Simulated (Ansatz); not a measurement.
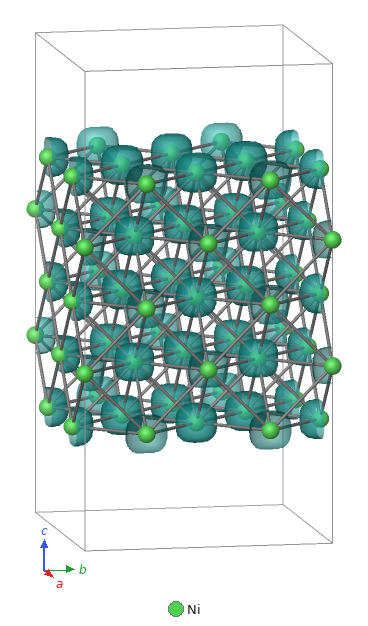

*Ni (slab). Isosurface of the magnetisation density (up minus down) at +0.2 e/Å³ (teal), seen slightly off an axis. Sticks mark near contacts.*

Spin-polarised.

All numbers below come from Ansatz, DFT PBE+D3(BJ), scalar-relativistic, plane waves, PAW.

Core electrons are frozen (PAW), and the valence fields are smoothed inside the atomic spheres.

Describe the spin distribution.

Answer. The spin density sits on Ni: +0.7 μB (×10) in one cell of 10 atoms: parallel main moments (a ferromagnetic arrangement) in this solution. The cell of the calculation (10 atoms) carries 6.7 μB of net spin moment.
